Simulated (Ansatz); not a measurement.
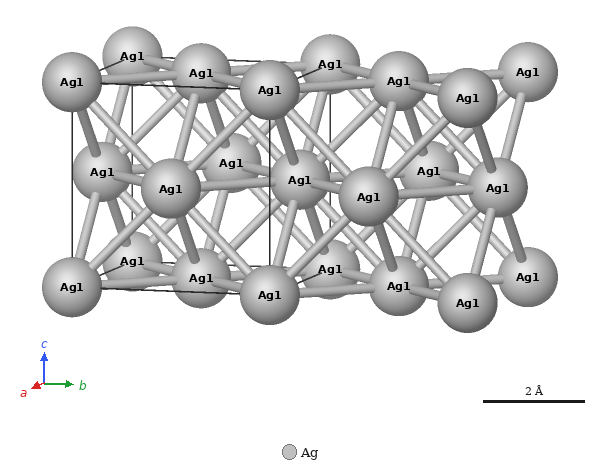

**Figure 1.** The structure as given in the input (ball-and-stick view of the cell 4 times as large as that of the calculation, set on its symmetry axes, repeated 1 × 2 × 1, seen slightly off an axis; atoms are numbered from 1 in the order of the input). Near neighbours in the crystal (not all of them lie inside the picture): Ag has 12 Ag at 2.90 Å.

**What a change does: single-point calculation on Ag**

System: Ag (Fm-3m, 1 atom in the cell).
Method of the first run: DFT r2SCAN, scalar-relativistic, plane waves, PAW, no spin polarisation (Ansatz 0.2.0).

The structure derives from an entry of the Crystallography Open Database. Text and figures count atoms from 1; the logs count them from 0 in places.

## Input, the first run
```yaml
crystal:
  lattice:
    - [0.0, 2.0520775136, 2.0520775136]
    - [2.0520775136, 0.0, 2.0520775136]
    - [2.0520775136, 2.0520775136, 0.0]
  atoms:
    - { symbol: Ag, position: [0.0, 0.0, 0.0] }
basis:
  ecutwfc: 500
kpoints:
  mp_grid: { grid: [26, 26, 26] }
hamiltonian:
  xc: r2scan
scf:
  occupations: { method: gaussian, width: 0.15 }
output:
  forces: true
  stress: true
  eigenvalues: true
```

Hardware: 1 thread of an Arm (aarch64) CPU, shared host.

## Output, shortened to warnings, some set-up lines, iterations and results (the first run)
```
Basis set: ecut = 500 eV, 411 PW (Γ), exchange–correlation on 96×96×96 points (64 copies of the dense FFT grid, shifted against one another)
Symmetry: 48 space group operations
k-points: 511 of 17576
Initial density: superposition of atomic densities (neutral atoms: chi_scale 0, normalization atom), corrected by the library's trained network
[...]
SCF iter   1: F=—  HF=-7603.950463 eV  |F-HF|=—  |Δ(HF+E_count)|=         —  Δρ=1.08e-2  dr2=1.86e-2  dr2_τ=5.76e-4  ethr=1.77e-3  ⟨swp⟩=4.3  Hψ=35759  notcnv=0
SCF iter   2: F=—  HF=-7603.947015 eV  |F-HF|=—  |Δ(HF+E_count)|=   3.45e-3  Δρ=5.43e-3  dr2=3.51e-3  dr2_τ=4.49e-4  ethr=9.81e-5  ⟨swp⟩=1.0  Hψ=11242  notcnv=0
SCF iter   3: F=—  HF=-7603.947199 eV  |F-HF|=—  |Δ(HF+E_count)|=   1.84e-4  Δρ=1.44e-3  dr2=3.73e-4  dr2_τ=1.12e-5  ethr=1.85e-5  ⟨swp⟩=1.0  Hψ=7058  notcnv=0
SCF iter   4: F=—  HF=-7603.947182 eV  |F-HF|=—  |Δ(HF+E_count)|=   1.72e-5  Δρ=3.25e-4  dr2=1.25e-5  dr2_τ=1.00e-6  ethr=1.97e-6  ⟨swp⟩=2.0  Hψ=9581  notcnv=0
SCF iter   5: F=—  HF=-7603.947181 eV  |F-HF|=—  |Δ(HF+E_count)|=   1.07e-6  Δρ=6.84e-5  dr2=6.08e-7  dr2_τ=2.38e-8  ethr=6.56e-8  ⟨swp⟩=2.6  Hψ=11888  notcnv=0
SCF iter   6: F=-7603.947181 eV  HF=-7603.947181 eV  |F-HF|=2.76e-9  |Δ(HF+E_count)|=   7.68e-9  Δρ=6.77e-6  dr2=5.11e-9  dr2_τ=2.81e-10  ethr=5.26e-10  ⟨swp⟩=5.8  Hψ=30936  …
SCF 1 converged in 6 iterations: F = -7603.947181 eV  dr2 = 5.11e-9
SCF converged after 6 iterations
Free energy (F): -7603.947181 eV
Harris-Foulkes:  -7603.947181 eV  (|F-HF|=2.76e-9)
Internal energy: -7603.944871 eV  (E = F + TS)
E sigma→0 (E₀):  -7603.946026 eV
Entropy (-TS):   -0.002310 eV (-2.310 meV/atom)
Fermi energy:    17.127035 eV
--- Per-component energies (eV) ---
  E_band       = -259.410823
  E_kinetic    = 528.049777
  E_local      = -2219.247797  (includes V_loc(G=0)·N_el)
  E_nonlocal   = 81.245168
  E_hartree    = 1010.894659
  E_xc         = -178.455145
  E_vxc        = -262.916099  (∫ρ·V_xc dr)
  E_paw        = -3922.357476  (= ΣΔE_a)
  E_vpaw       = -427.264197  (= ΣTr[D̂ρ^β])
  E_aug_tail   = 0.000065  (compensation charges beyond the density's cutoff)
  E_vtau       = 18.929417  (kinetic-family band-sum trace: ∫τ·v_τ [+ j·A + Jᵃ·Aᵃ] dr)
  E_ewald      = -2903.564810
  E_core_change = -0.509311  (= ΣΔE_core)
  E_smearing   = -0.002310  (= −TS)
  E_closure    = -0.000000  (closes the sum)
  Σ components = -7603.947181   (vs F -7603.947181, Δ=0.00e0)
--- Forces (eV/Å), atoms counted from 1 ---
  atom   1  Ag    -0.00000000     0.00000000     0.00000000
  max |Σ_I F_I| component: 4.11e-32 eV/Å
--- Stress (GPa, compression-positive) ---
       -0.033013       0.000000       0.000000
        0.000000      -0.033013      -0.000000
        0.000000      -0.000000      -0.033013
  P = ⅓ Tr σ = -0.0330 GPa (-0.330 kbar)
```

For the second run the input was changed thus:
```diff
-  mp_grid: { grid: [26, 26, 26] }
+  mp_grid: { grid: [28, 28, 28] }
```

How does the second run compare with the first run?

The free energy of the second run is 0.50 meV per atom higher, which measures how much it depends on this numerical setting. The number of SCF iterations is the same. The irreducible k-points go from 511 to 624.

## Output, shortened to warnings, some set-up lines, iterations and results (the second run)
```
Basis set: ecut = 500 eV, 411 PW (Γ), exchange–correlation on 96×96×96 points (64 copies of the dense FFT grid, shifted against one another)
Symmetry: 48 space group operations
k-points: 624 of 21952
Initial density: superposition of atomic densities (neutral atoms: chi_scale 0, normalization atom), corrected by the library's trained network
[...]
SCF iter   1: F=—  HF=-7603.949964 eV  |F-HF|=—  |Δ(HF+E_count)|=         —  Δρ=1.08e-2  dr2=1.87e-2  dr2_τ=5.75e-4  ethr=1.77e-3  ⟨swp⟩=4.3  Hψ=43694  notcnv=0
SCF iter   2: F=—  HF=-7603.946521 eV  |F-HF|=—  |Δ(HF+E_count)|=   3.44e-3  Δρ=5.43e-3  dr2=3.51e-3  dr2_τ=4.50e-4  ethr=9.82e-5  ⟨swp⟩=1.0  Hψ=13728  notcnv=0
SCF iter   3: F=—  HF=-7603.946708 eV  |F-HF|=—  |Δ(HF+E_count)|=   1.88e-4  Δρ=1.44e-3  dr2=3.75e-4  dr2_τ=1.12e-5  ethr=1.85e-5  ⟨swp⟩=1.0  Hψ=8596  notcnv=0
SCF iter   4: F=—  HF=-7603.946690 eV  |F-HF|=—  |Δ(HF+E_count)|=   1.82e-5  Δρ=3.25e-4  dr2=1.25e-5  dr2_τ=1.00e-6  ethr=1.97e-6  ⟨swp⟩=2.0  Hψ=11681  notcnv=0
SCF iter   5: F=—  HF=-7603.946682 eV  |F-HF|=—  |Δ(HF+E_count)|=   8.45e-6  Δρ=6.85e-5  dr2=6.08e-7  dr2_τ=2.39e-8  ethr=6.59e-8  ⟨swp⟩=2.6  Hψ=14525  notcnv=0
SCF iter   6: F=-7603.946682 eV  HF=-7603.946682 eV  |F-HF|=2.78e-9  |Δ(HF+E_count)|=   8.35e-9  Δρ=6.81e-6  dr2=5.19e-9  dr2_τ=2.82e-10  ethr=5.26e-10  ⟨swp⟩=5.8  Hψ=37765  …
SCF 1 converged in 6 iterations: F = -7603.946682 eV  dr2 = 5.19e-9
SCF converged after 6 iterations
Free energy (F): -7603.946682 eV
Harris-Foulkes:  -7603.946682 eV  (|F-HF|=2.78e-9)
Internal energy: -7603.943984 eV  (E = F + TS)
E sigma→0 (E₀):  -7603.945333 eV
Entropy (-TS):   -0.002697 eV (-2.697 meV/atom)
Fermi energy:    17.128694 eV
--- Per-component energies (eV) ---
  E_band       = -259.408863
  E_kinetic    = 528.051030
  E_local      = -2219.249296  (includes V_loc(G=0)·N_el)
  E_nonlocal   = 81.245359
  E_hartree    = 1010.895901
  E_xc         = -178.455291
  E_vxc        = -262.916270  (∫ρ·V_xc dr)
  E_paw        = -3922.357631  (= ΣΔE_a)
  E_vpaw       = -427.264516  (= ΣTr[D̂ρ^β])
  E_aug_tail   = 0.000065  (compensation charges beyond the density's cutoff)
  E_vtau       = 18.929409  (kinetic-family band-sum trace: ∫τ·v_τ [+ j·A + Jᵃ·Aᵃ] dr)
  E_ewald      = -2903.564810
  E_core_change = -0.509311  (= ΣΔE_core)
  E_smearing   = -0.002697  (= −TS)
  E_closure    = -0.000000  (closes the sum)
  Σ components = -7603.946682   (vs F -7603.946682, Δ=0.00e0)
--- Forces (eV/Å), atoms counted from 1 ---
  atom   1  Ag    -0.00000000     0.00000000     0.00000000
  max |Σ_I F_I| component: 6.16e-32 eV/Å
--- Stress (GPa, compression-positive) ---
       -0.023007       0.000000       0.000000
        0.000000      -0.023007      -0.000000
        0.000000      -0.000000      -0.023007
  P = ⅓ Tr σ = -0.0230 GPa (-0.230 kbar)
```

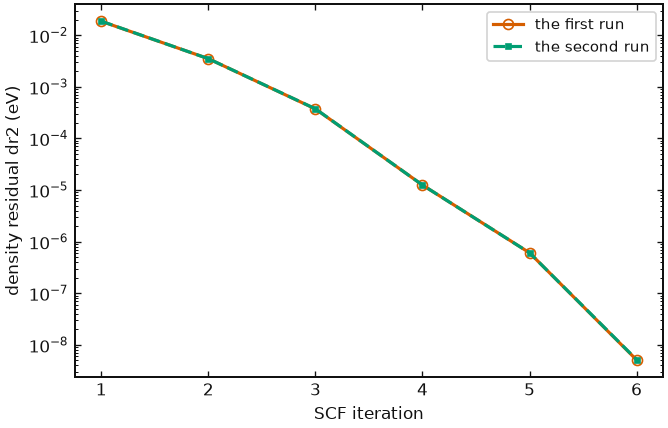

**Figure 2.** Convergence of the two runs: density residual dr2 against the SCF iteration. The first run takes 6 iterations in all, and the second run takes 6.

## The two runs side by side

| quantity | the first run | the second run |
| --- | --- | --- |
| outcome | converged | converged |
| free energy per atom (eV) | −7603.9472 | −7603.9467 |
| energy per atom, smearing taken to zero (eV) | −7603.9460 | −7603.9453 |
| gap on the mesh (eV) | 0.00 | 0.00 |
| pressure (GPa) | −0.03 | −0.02 |
| largest force (eV/Å) | 0.000 | 0.000 |
| SCF iterations | 6 | 6 |
| irreducible k-points | 511 | 624 |
| plane waves at Γ | 411 | 411 |
| wall time (shared host) | 16 s | 19 s |
